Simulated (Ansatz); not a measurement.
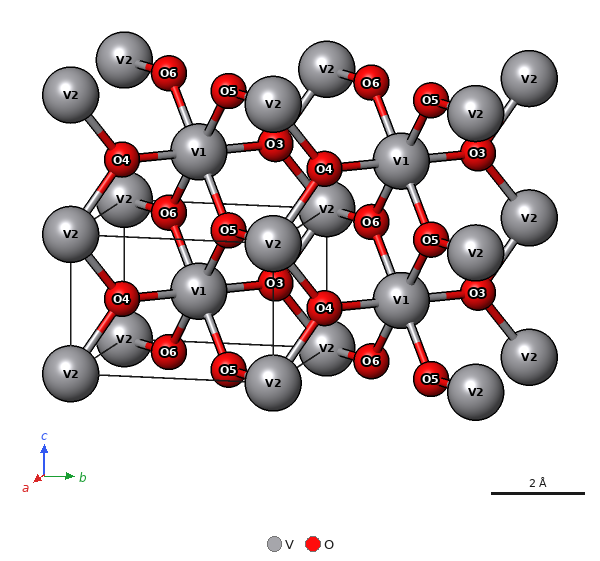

Fig. 1: The input geometry of run 1 (ball-and-stick view of the cell of the calculation, repeated 1 × 2 × 2, seen slightly off an axis; atoms are numbered from 1 in the order of the input). Near neighbours in the crystal (not all of them lie inside the picture): V has 6 O at 1.91 to 1.99 Å; O has 3 V at 1.91 to 1.99 Å.

## VO2: a changed input and its effect

System: VO2 (P4₂/mnm, 6 atoms in the cell).
Method of run 1: Kohn-Sham DFT of a periodic cell, PBEsol with D3(BJ), Ansatz PAW, spin-polarised (Ansatz 0.2.0).

The structure derives from a Materials Project entry. Text and figures count atoms from 1; the logs count them from 0 in places.

## The input, run 1
```yaml
crystal:
  lattice:
    - [4.5072020454, 0.0, 0.0]
    - [0.0, 4.5072020454, 0.0]
    - [0.0, 0.0, 3.04445]
  atoms:
    - { symbol: V, position: [0.5, 0.5, 0.5], spin: 2.0 }
    - { symbol: V, position: [0.0, 0.0, 0.0], spin: 2.0 }
    - { symbol: O, position: [0.200358, 0.799642, 0.5] }
    - { symbol: O, position: [0.799642, 0.200358, 0.5] }
    - { symbol: O, position: [0.700358, 0.700358, 0.0] }
    - { symbol: O, position: [0.299642, 0.299642, 0.0] }
hamiltonian:
  xc: pbesol
  pseudopotentials: { kind: paw }
  dispersion: d3bj
magnetization:
  spin_polarized: true
kpoints:
  mp_grid: { grid: [6, 6, 9] }
scf:
  occupations: { method: fermi_dirac, width: 0.05 }
output:
  forces: true
  stress: true
  write_density: true
  write_potential: true
  elf: true
  volumetric_format: npy
relax:
  f_tol: 0.01
  max_steps: 40
  cell: { stress_tol: 0.05 }
```

Command:
```bash
ansatz run input.yaml --threads 2 --pin off --max-ram 5120MiB --backend cpu --events-out ev --progress --plain --runs-dir out
```

Hardware: 2 threads of Arm Neoverse V1, 24 GiB of memory available, shared host.

## Output, shortened to warnings, some set-up lines, iterations and results (run 1)
```
Basis set: ecut = 420 eV, 1195 PW (Γ), exchange–correlation on 64×64×48 points (8 copies of the dense FFT grid, shifted against one another)
Symmetry: 16 space group operations
k-points: 50 of 324
Initial density: superposition of atomic densities (chi_scale 0.1, normalization cell, long waves kept (reshape's long-wave potential 0.00 eV rms))
[...]
SCF iter   1: F=—  HF=-8018.822984 eV  |F-HF|=—  |Δ(HF+E_count)|=         —  Δρ=4.41e-2 (↑3.45e-2 ↓4.41e-2)  dr2=9.01e-1  dr2_m=6.17e-1  M=2.000 μB ∫|m|=3.210 μB  β_m=0.30  …
SCF iter   2: F=—  HF=-8018.751573 eV  |F-HF|=—  |Δ(HF+E_count)|=   7.14e-2  Δρ=3.32e-2 (↑2.54e-2 ↓3.32e-2)  dr2=6.02e-1  dr2_m=3.21e-1  M=2.000 μB ∫|m|=3.138 μB  β_m=0.65  …
SCF iter   3: F=—  HF=-8018.986629 eV  |F-HF|=—  |Δ(HF+E_count)|=   2.35e-1  Δρ=1.05e-2 (↑1.05e-2 ↓5.66e-3)  dr2=1.03e-1  dr2_m=1.78e-2  M=2.000 μB ∫|m|=2.805 μB  β_m=0.65  …
SCF iter   4: F=—  HF=-8018.968449 eV  |F-HF|=—  |Δ(HF+E_count)|=         —  Δρ=7.61e-3 (↑7.61e-3 ↓3.48e-3)  dr2=2.80e-2  dr2_m=1.29e-2  M=2.000 μB ∫|m|=2.624 μB  β_m=0.65  …
SCF iter   5: F=—  HF=-8018.986844 eV  |F-HF|=—  |Δ(HF+E_count)|=   1.84e-2  Δρ=2.81e-3 (↑2.55e-3 ↓2.81e-3)  dr2=7.92e-3  dr2_m=2.70e-3  M=2.000 μB ∫|m|=2.594 μB  β_m=0.83  …
[... 73 lines ...]
SCF iter   4: F=—  HF=-8019.576904 eV  |F-HF|=—  |Δ(HF+E_count)|=   2.49e-9  Δρ=2.35e-7 (↑2.29e-7 ↓2.35e-7)  dr2=8.61e-11  dr2_m=1.27e-12  M=1.946 μB ∫|m|=2.260 μB  β_m=0.89  …
SCF iter   5: F=—  HF=-8019.576904 eV  |F-HF|=—  |Δ(HF+E_count)|=  9.46e-11  Δρ=6.60e-8 (↑6.60e-8 ↓5.26e-8)  dr2=5.99e-12  dr2_m=2.00e-13  M=1.946 μB ∫|m|=2.260 μB  β_m=0.86  …
SCF iter   6: F=-8019.576904 eV  HF=-8019.576904 eV  |F-HF|=3.64e-12  |Δ(HF+E_count)|=  1.82e-12  Δρ=4.79e-8 (↑4.79e-8 ↓4.12e-8)  dr2=6.00e-12  dr2_m=9.14e-15  M=1.946 μB …
SCF 8 converged in 6 iterations: F = -8019.576904 eV  dr2 = 6.00e-12
relax step   8: F+E_penalty+E_count = -8019.57690365 eV  Δ(F+E_penalty+E_count) = +4.730e-4 eV  max|allowed force component| = 2.915e-5 eV/Å  Δτ_max = 0.0000 Å  P = -0.012 …
basis re-selected at this cell: Δ(F+E_penalty+E_count) = +4.730e-4 eV, ΔP = -0.011 GPa vs the last step (what re-selecting the basis moved, of the pressure what is left beyond the Pulay correction that the steps carried, after the strain that the cell walked since its last selection, with what the …
SCF converged after 6 iterations
Magnetization: 1.9456 μB (25.9728 up, 24.0272 down)
Absolute magnetization: 2.2607 μB (∫|ρ↑−ρ↓|, with the PAW one-centre terms)
Spin contamination: 0.0292 ħ² per cell (⟨S²⟩ above its minimum at these occupations)
Per-site moments (μB) at R_I (Å): [(0.776327196526162, 0.7828015150712837), (0.7763271965261627, 0.782801515071284), (-0.03305968231840733, 0.782801515071284), (-0.03305968231840715, 0.782801515071284), (-0.03305968231840726, 0.782801515071284), (-0.033059682318407176, 0.7828015150712837)]
Free energy (F): -8019.576904 eV
Harris-Foulkes:  -8019.576904 eV  (|F-HF|=3.64e-12)
Internal energy: -8019.553878 eV  (E = F + TS)
E sigma→0 (E₀):  -8019.565391 eV
Entropy (-TS):   -0.023025 eV (-3.838 meV/atom)
Fermi energy:    11.604682 eV
--- Per-component energies (eV) ---
  E_band       = -420.494326
  E_kinetic    = 1371.852758
  E_local      = -3493.543733  (includes V_loc(G=0)·N_el)
  E_nonlocal   = 96.631930
  E_hartree    = 1418.034412
  E_xc         = -550.443039
  E_vxc        = -703.888429  (∫ρ·V_xc dr)
  E_paw        = -2776.533801  (= ΣΔE_a)
  E_vpaw       = -527.625866  (= ΣTr[D̂ρ^β])
  E_aug_tail   = 0.010285  (compensation charges beyond the density's cutoff)
  E_ewald      = -4084.750661
  E_disp       = -1.252537  (pairwise vdW)
  E_core_change = 0.440510  (= ΣΔE_core)
  E_smearing   = -0.023025  (= −TS)
  E_closure    = -0.000000  (closes the sum)
  Σ components = -8019.576904   (vs F -8019.576904, Δ=0.00e0)
--- Forces (eV/Å), atoms counted from 1 ---
  atom   1  V      0.00000000    -0.00000000     0.00000000
  atom   2  V      0.00000000    -0.00000000    -0.00000000
  atom   3  O     -0.00002915     0.00002915     0.00000000
  atom   4  O      0.00002915    -0.00002915    -0.00000000
  atom   5  O     -0.00002915    -0.00002915     0.00000000
  atom   6  O      0.00002915     0.00002915    -0.00000000
  max |Σ_I F_I| component: 6.94e-18 eV/Å
--- Stress (GPa, compression-positive) ---
       -0.011050       0.000000       0.000000
[...]
```

For run 2 the input was changed thus:
```diff
-  xc: pbesol
+  xc: { exchange: rpw86, correlation: pbe }
-  dispersion: d3bj
+  dispersion: rvv10
-  write_density: true
-  write_potential: true
-  elf: true
-  volumetric_format: npy
```

Predict how the results change.

The total energies belong to different models, so their difference says nothing on which is more stable or more accurate. The net moment of the cell goes from 1.95 to 2.00 μB. The volume per atom goes from 9.48 to 10.05 Å³. The SCF takes 74 iterations over all geometry steps against 67.

## Output, shortened to warnings, some set-up lines, iterations and results (run 2)
```
Basis set: ecut = 420 eV, 1195 PW (Γ), exchange–correlation on 72×72×48 points (8 copies of the dense FFT grid, shifted against one another)
Symmetry: 16 space group operations
k-points: 50 of 324
Initial density: superposition of atomic densities (chi_scale 0.1, normalization cell, long waves kept (reshape's long-wave potential 0.00 eV rms))
[...]
SCF iter   1: F=—  HF=-8159.742362 eV  |F-HF|=—  |Δ(HF+E_count)|=         —  Δρ=4.96e-2 (↑3.40e-2 ↓4.96e-2)  dr2=1.68e0  dr2_m=6.11e-1  M=2.000 μB ∫|m|=3.139 μB  β_m=0.30  …
SCF iter   2: F=—  HF=-8159.338397 eV  |F-HF|=—  |Δ(HF+E_count)|=   4.04e-1  Δρ=3.54e-2 (↑2.31e-2 ↓3.54e-2)  dr2=7.72e-1  dr2_m=3.13e-1  M=2.000 μB ∫|m|=3.088 μB  β_m=0.56  …
SCF iter   3: F=—  HF=-8159.482445 eV  |F-HF|=—  |Δ(HF+E_count)|=   1.44e-1  Δρ=1.16e-2 (↑1.03e-2 ↓1.16e-2)  dr2=1.60e-1  dr2_m=3.89e-2  M=2.000 μB ∫|m|=2.832 μB  β_m=0.68  …
SCF iter   4: F=—  HF=-8159.458800 eV  |F-HF|=—  |Δ(HF+E_count)|=         —  Δρ=8.00e-3 (↑8.00e-3 ↓3.82e-3)  dr2=2.70e-2  dr2_m=1.54e-2  M=2.000 μB ∫|m|=2.535 μB  β_m=0.68  …
SCF iter   5: F=—  HF=-8159.470824 eV  |F-HF|=—  |Δ(HF+E_count)|=   1.20e-2  Δρ=2.79e-3 (↑2.59e-3 ↓2.79e-3)  dr2=6.78e-3  dr2_m=2.86e-3  M=2.000 μB ∫|m|=2.503 μB  β_m=0.84  …
[... 82 lines ...]
SCF iter   4: F=—  HF=-8159.703203 eV  |F-HF|=—  |Δ(HF+E_count)|=  2.45e-10  Δρ=1.63e-7 (↑1.63e-7 ↓1.30e-7)  dr2=2.56e-11  dr2_m=1.72e-12  M=1.998 μB ∫|m|=2.366 μB  β_m=0.77  …
SCF iter   5: F=—  HF=-8159.703203 eV  |F-HF|=—  |Δ(HF+E_count)|=  2.73e-12  Δρ=7.72e-8 (↑7.72e-8 ↓5.13e-8)  dr2=7.44e-12  dr2_m=2.64e-13  M=1.998 μB ∫|m|=2.366 μB  β_m=0.87  …
SCF iter   6: F=-8159.703203 eV  HF=-8159.703203 eV  |F-HF|=6.37e-12  |Δ(HF+E_count)|=  1.00e-11  Δρ=5.38e-8 (↑5.38e-8 ↓4.53e-8)  dr2=8.26e-12  dr2_m=1.84e-14  M=1.998 μB …
SCF 9 converged in 6 iterations: F = -8159.703203 eV  dr2 = 8.26e-12
relax step   9: F+E_penalty+E_count = -8159.70320333 eV  Δ(F+E_penalty+E_count) = +5.268e-5 eV  max|allowed force component| = 8.231e-4 eV/Å  Δτ_max = 0.0000 Å  P = +0.007 …
basis re-selected at this cell: Δ(F+E_penalty+E_count) = +5.268e-5 eV, ΔP = +0.002 GPa vs the last step (what re-selecting the basis moved, of the pressure what is left beyond the Pulay correction that the steps carried, after the strain that the cell walked since its last selection, with what the …
SCF converged after 6 iterations
Magnetization: 1.9978 μB (25.9989 up, 24.0011 down)
Absolute magnetization: 2.3662 μB (∫|ρ↑−ρ↓|, with the PAW one-centre terms)
Spin contamination: 0.0376 ħ² per cell (⟨S²⟩ above its minimum at these occupations)
Per-site moments (μB) at R_I (Å): [(0.8298493302903196, 0.7974985763839441), (0.8298493302903199, 0.7974985763839441), (-0.03912545009064513, 0.7974985763839441), (-0.0391254500906452, 0.7974985763839442), (-0.0391254500906453, 0.7974985763839442), (-0.03912545009064511, 0.7974985763839441)]
Free energy (F): -8159.703203 eV
Harris-Foulkes:  -8159.703203 eV  (|F-HF|=6.37e-12)
Internal energy: -8159.679250 eV  (E = F + TS)
E sigma→0 (E₀):  -8159.691227 eV
Entropy (-TS):   -0.023953 eV (-3.992 meV/atom)
Fermi energy:    10.635431 eV
--- Per-component energies (eV) ---
  E_band       = -459.681748
  E_kinetic    = 1367.670317
  E_local      = -3602.860933  (includes V_loc(G=0)·N_el)
  E_nonlocal   = 89.823624
  E_hartree    = 1460.565956
  E_xc         = -554.363775
  E_vxc        = -706.684304  (∫ρ·V_xc dr)
  E_paw        = -2913.305195  (= ΣΔE_a)
  E_vpaw       = -528.770621  (= ΣTr[D̂ρ^β])
  E_aug_tail   = 0.008375  (compensation charges beyond the density's cutoff)
  E_ewald      = -4007.042251
  E_core_change = -0.175367  (= ΣΔE_core)
  E_smearing   = -0.023953  (= −TS)
  E_closure    = 0.000000  (closes the sum)
  Σ components = -8159.703203   (vs F -8159.703203, Δ=0.00e0)
--- Forces (eV/Å), atoms counted from 1 ---
  atom   1  V     -0.00000000     0.00000000     0.00000000
  atom   2  V      0.00000000    -0.00000000    -0.00000000
  atom   3  O      0.00082311    -0.00082311     0.00000000
  atom   4  O     -0.00082311     0.00082311    -0.00000000
  atom   5  O      0.00082311     0.00082311     0.00000000
  atom   6  O     -0.00082311    -0.00082311    -0.00000000
  max |Σ_I F_I| component: 3.47e-18 eV/Å
--- Stress (GPa, compression-positive) ---
        0.010038       0.000000      -0.000000
        0.000000       0.010038       0.000000
[...]
```

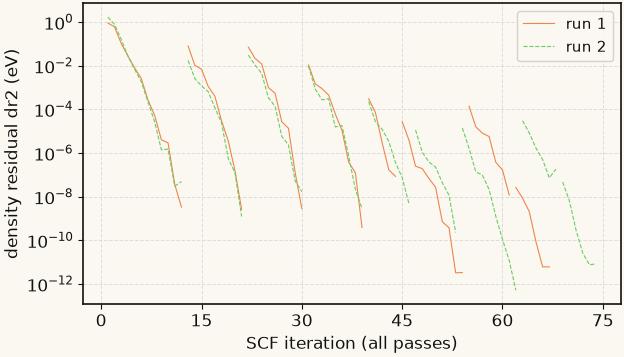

Fig. 2: Convergence of the two runs: density residual dr2 against the SCF iteration. A break in a curve parts two SCF passes. Run 1 takes 67 iterations in all, and run 2 takes 74.

## The two runs side by side

| quantity | run 1 | run 2 |
| --- | --- | --- |
| outcome | converged | converged |
| free energy per atom (eV) | −1336.5962 | −1359.9505 |
| energy per atom, smearing taken to zero (eV) | −1336.5942 | −1359.9485 |
| gap on the mesh (eV) | 0.00 | – |
| net moment of the cell (μB) | 1.95 | 2.00 |
| absolute moment of the cell (μB) | 2.26 | 2.37 |
| pressure (GPa) | −0.01 | 0.01 |
| volume per atom (Å³) | 9.48 | 10.05 |
| largest force (eV/Å) | 0.000 | 0.001 |
| SCF iterations | 67 | 74 |
| irreducible k-points | 50 | 50 |
| wall time (shared host) | 59 s | 72 s |

For run 2: Points of doubt noted for this run: forces on files of another functional.
